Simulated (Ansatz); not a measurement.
## Single-point calculation, with input and output: C$_{35}$H$_{8}$ (part 2 of 2)

Continued. System: C$_{35}$H$_{8}$ (slab, 43 atoms in the cell). Method: DFT PBE+D3(BJ), scalar-relativistic, plane waves, PAW, no spin polarisation (Ansatz 0.2.0); cutoff 420 eV, 2×2×1 k-mesh, Gaussian smearing of 0.05 eV. The structure derives from an entry of the Crystallography Open Database. It belongs to a series of runs on one base structure; here: the whole at its places in the relaxed adsorbed structure.

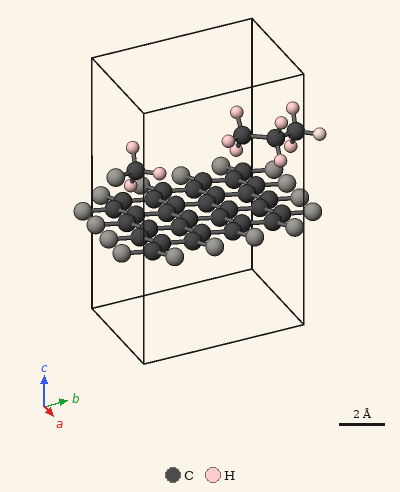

*The input geometry (ball-and-stick view of the cell of the calculation, with the vacuum cut short, seen slightly off an axis; neighbours outside the cell are drawn fainter). An atom can appear more than once, as a periodic image.*

## What the program printed, continued
```
  k-point 1: bands = ["-21.2733", "-21.2695", "-20.5395", "-20.5388", "-19.0975", "-19.0971", "-19.0968", "-19.0959", "-18.3889", "-18.3886", "-17.0737", "-17.0319", "-17.0282", "-17.0277", "-17.0269", "-15.4494", "-15.4490", "-14.5759", "-14.5743", "-14.4863", "-14.1355", "-14.1348", "-14.1340", "-14.1337", "-12.8276", "-12.8270", "-12.0534", "-11.8647", "-11.8634", "-11.1347", "-11.1344", "-11.1342", "-11.1338", "-9.5567", "-9.5561", "-9.5545", "-9.5544", "-9.4097", "-9.2987", "-8.8678", "-8.7866", "-8.7860", "-8.7860", "-8.7859", "-8.4894", "-8.3896", "-8.3448", "-8.3437", "-8.3334", "-8.1828", "-8.1804", "-7.4378", "-7.2659", "-7.2653", "-7.0450", "-6.7839", "-6.7637", "-6.7621", "-6.6488", "-6.5399", "-6.5382", "-6.0519", "-6.0044", "-5.8881", "-5.8604", "-5.8588", "-5.8294", "-5.5320", "-4.6792", "-4.6729", "-4.6709", "-4.6500", "-3.1351", "-3.1291", "-1.1622", "-1.1596", "0.1171", "0.1215", "0.1277", "0.1282", "1.5232", "1.6365", "1.6762", "1.6824", "2.1339", "2.1949", "2.3944", "2.4878", "2.7264", "2.7934", "3.0784", "3.0854", "3.0863", "3.0888", "3.0923", "3.1963", "3.4886", "3.5528", "3.6368", "3.7531", "3.9196", "3.9968", "4.1532", "4.2515", "4.2652", "4.3929", "4.6527", "4.7166", "4.8263", "4.8667", "4.9539", "4.9763", "5.0910", "5.1046", "5.2888", "5.3571", "5.3845"]
  k-point 2: bands = ["-21.2724", "-21.2705", "-20.5396", "-20.5386", "-19.0976", "-19.0972", "-19.0965", "-19.0959", "-18.3890", "-18.3886", "-17.0720", "-17.0304", "-17.0293", "-17.0288", "-17.0279", "-15.4496", "-15.4488", "-14.5748", "-14.5741", "-14.4878", "-14.1348", "-14.1344", "-14.1343", "-14.1342", "-12.8278", "-12.8268", "-12.0535", "-11.8642", "-11.8638", "-11.1346", "-11.1343", "-11.1342", "-11.1341", "-9.5562", "-9.5556", "-9.5552", "-9.5550", "-9.4108", "-9.2997", "-8.8601", "-8.7865", "-8.7862", "-8.7861", "-8.7859", "-8.4522", "-8.4015", "-8.3752", "-8.3439", "-8.3436", "-8.1822", "-8.1808", "-7.4327", "-7.2660", "-7.2655", "-7.0101", "-6.7911", "-6.7668", "-6.7595", "-6.6691", "-6.5396", "-6.5388", "-6.0591", "-6.0178", "-5.8854", "-5.8597", "-5.8594", "-5.8389", "-5.4958", "-4.6787", "-4.6734", "-4.6721", "-4.6581", "-3.1332", "-3.1301", "-1.1644", "-1.1586", "0.1219", "0.1226", "0.1258", "0.1273", "1.5147", "1.6181", "1.6746", "1.6818", "2.1271", "2.2016", "2.4416", "2.4775", "2.7167", "2.7726", "3.0827", "3.0854", "3.0873", "3.0889", "3.1301", "3.1443", "3.4792", "3.5445", "3.6895", "3.7157", "3.9120", "3.9738", "4.1871", "4.2856", "4.3076", "4.4038", "4.5710", "4.5945", "4.8458", "4.8714", "4.9401", "5.0289", "5.0790", "5.1641", "5.2316", "5.3108", "5.3985"]
  k-point 3: bands = ["-21.2727", "-21.2702", "-20.5396", "-20.5386", "-19.0975", "-19.0972", "-19.0966", "-19.0959", "-18.3890", "-18.3885", "-17.0727", "-17.0305", "-17.0289", "-17.0286", "-17.0279", "-15.4494", "-15.4488", "-14.5753", "-14.5740", "-14.4873", "-14.1350", "-14.1347", "-14.1343", "-14.1340", "-12.8276", "-12.8267", "-12.0530", "-11.8645", "-11.8642", "-11.1346", "-11.1345", "-11.1342", "-11.1342", "-9.5558", "-9.5557", "-9.5553", "-9.5546", "-9.4103", "-9.2993", "-8.8630", "-8.7865", "-8.7860", "-8.7859", "-8.7857", "-8.4672", "-8.3890", "-8.3698", "-8.3442", "-8.3437", "-8.1826", "-8.1808", "-7.4294", "-7.2657", "-7.2653", "-7.0113", "-6.7932", "-6.7701", "-6.7599", "-6.6736", "-6.5391", "-6.5385", "-6.0452", "-6.0182", "-5.8864", "-5.8601", "-5.8594", "-5.8374", "-5.5088", "-4.6785", "-4.6737", "-4.6722", "-4.6508", "-3.1351", "-3.1320", "-1.1618", "-1.1580", "0.1188", "0.1224", "0.1256", "0.1266", "1.5192", "1.6254", "1.6798", "1.6821", "2.1319", "2.2030", "2.4553", "2.4832", "2.7182", "2.7771", "3.0836", "3.0839", "3.0864", "3.0872", "3.1213", "3.1576", "3.4809", "3.5454", "3.6843", "3.7223", "3.9124", "3.9720", "4.1553", "4.2639", "4.3008", "4.3834", "4.4834", "4.6026", "4.8567", "4.8906", "4.9588", "5.0487", "5.0959", "5.1075", "5.2281", "5.3050", "5.3976"]
```

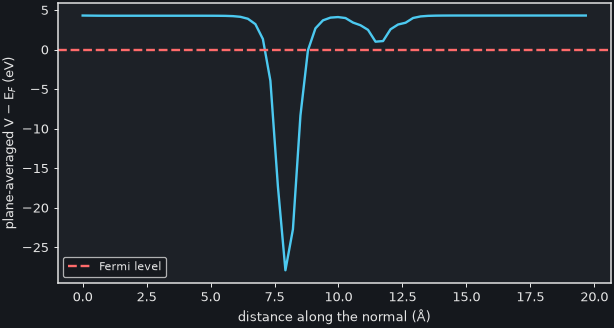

*Plane average of the electrostatic potential energy of an electron across the cell, from the Fermi level.*

The vacuum level lies 4.31 eV above the Fermi level on the upper side and 4.28 eV on the lower.

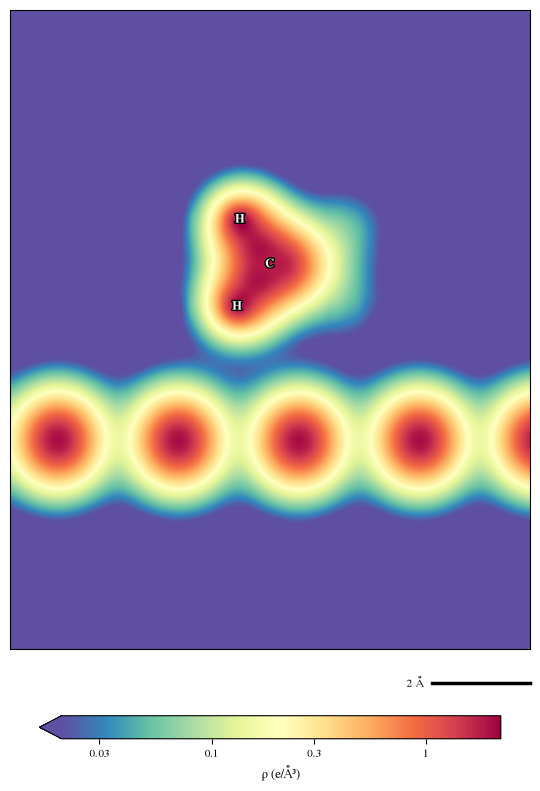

*Valence pseudo-density on the (010) plane of the calculation cell, a cut from vacuum to vacuum.*

The section cuts through C and H sites. C–H (1.10 Å): ρ is about 1.9 e/Å³ halfway. The density dies away to nearly zero in the vacuum. Core electrons are frozen (PAW), so the fields are smoothed inside the atomic spheres.

The run was set up as follows.

## Input
```yaml
crystal:
  lattice:
    - [9.8601980332, 0.0, 0.0]
    - [-4.9300990166, 8.5391819831, 0.0]
    - [0.0, 0.0, 19.8138100064]
  atoms:
    - { symbol: C, position: [0.4166666667, 0.3333333333, 0.4037587924] }
    - { symbol: C, position: [0.4166614616, 0.5833096357, 0.4029490234] }
    - { symbol: C, position: [0.416645299, 0.8333025623, 0.4028130018] }
    - { symbol: C, position: [0.4166471197, 0.0833080296, 0.4034347274] }
    - { symbol: C, position: [0.6666460155, 0.3333100889, 0.4033138919] }
    - { symbol: C, position: [0.6666442492, 0.5833054034, 0.4025720499] }
    - { symbol: C, position: [0.6666625052, 0.8333011778, 0.40195717] }
    - { symbol: C, position: [0.6666640381, 0.0833121929, 0.4026818615] }
    - { symbol: C, position: [0.9166388034, 0.3332830686, 0.4030023971] }
    - { symbol: C, position: [0.9166309175, 0.5833030486, 0.402820328] }
    - { symbol: C, position: [0.9166221847, 0.8332858657, 0.4020294065] }
    - { symbol: C, position: [0.916629021, 0.0832781739, 0.4023413812] }
    - { symbol: C, position: [0.1666318569, 0.333285184, 0.4033831595] }
    - { symbol: C, position: [0.1666401733, 0.5832967155, 0.4031426177] }
    - { symbol: C, position: [0.1666356724, 0.8332960622, 0.4029263957] }
    - { symbol: C, position: [0.1666267184, 0.0832912076, 0.4031673121] }
    - { symbol: C, position: [0.3333113203, 0.1666451525, 0.4036800547] }
    - { symbol: C, position: [0.3333113273, 0.4166365273, 0.4035335467] }
    - { symbol: C, position: [0.3333152799, 0.6666390042, 0.4029726458] }
    - { symbol: C, position: [0.333310732, 0.9166363937, 0.4031203455] }
    - { symbol: C, position: [0.5833162902, 0.1666413993, 0.4032558723] }
    - { symbol: C, position: [0.5833309068, 0.4166690093, 0.4033546526] }
    - { symbol: C, position: [0.5833167215, 0.6666234429, 0.4023286723] }
    - { symbol: C, position: [0.5833243049, 0.9166352084, 0.4024070828] }
    - { symbol: C, position: [0.8333225266, 0.1666248129, 0.4026094211] }
    - { symbol: C, position: [0.833309959, 0.4166305251, 0.4030880538] }
    - { symbol: C, position: [0.8332895817, 0.6666307063, 0.4023395105] }
    - { symbol: C, position: [0.8333055673, 0.9166380221, 0.401866664] }
    - { symbol: C, position: [0.0832765019, 0.1666060232, 0.4030167062] }
    - { symbol: C, position: [0.0833038417, 0.4166227959, 0.4032194146] }
    - { symbol: C, position: [0.0833027873, 0.6666307984, 0.4029693676] }
    - { symbol: C, position: [0.0832915315, 0.9166209251, 0.4026409192] }
    - { symbol: C, position: [0.8194244696, 0.0088282923, 0.5842369943] }
    - { symbol: C, position: [0.8520653877, -0.1271675638, 0.585055087] }
    - { symbol: C, position: [0.7021232016, -0.2866292136, 0.586806351] }
    - { symbol: H, position: [0.9280072326, 0.1224030545, 0.5811733813] }
    - { symbol: H, position: [0.7463441155, 0.0002526628, 0.5407484526] }
    - { symbol: H, position: [0.756634214, 0.0093646044, 0.6299871301] }
    - { symbol: H, position: [0.9253294431, -0.1158302087, 0.6289979991] }
    - { symbol: H, position: [0.9214493274, -0.1201926195, 0.5403650409] }
    - { symbol: H, position: [0.7272134399, -0.3832200433, 0.5850709664] }
    - { symbol: H, position: [0.6344623919, -0.3004775473, 0.6329450988] }
    - { symbol: H, position: [0.6262558637, -0.3004628018, 0.5436502183] }
basis:
  ecutwfc: 420
kpoints:
  mp_grid: { grid: [2, 2, 1] }
hamiltonian:
  xc: pbe
  dispersion: d3bj
scf:
  occupations: { method: gaussian, width: 0.05 }
output:
  forces: true
  eigenvalues: true
  write_density: true
  volumetric_format: npy
efield:
  axis: 3
  dipole_correction: true
  ramp_width: 0.04
```

Launched with:
```bash
ansatz run input.yaml --threads 4 --pin off --max-ram 10240MiB --backend cpu --events-out ev --progress --plain --runs-dir out
```

## Summary

- outcome: converged
- electrons treated: 148
- free energy: −8915.5174 eV
- work function, top face: 4.31 eV
- work function, bottom face: 4.28 eV
- Fermi energy: −2.147 eV
- gap on the k-point mesh: 1.96 eV
- work function (upper face): 4.31 eV
- largest force (length of the vector): 0.039 eV/Å
- hardware: 4 threads of Intel Xeon (Granite Rapids), 32 GiB of memory available, shared host
- wall time: 12 s (CPU time 44 s)
- peak memory: 4 GiB
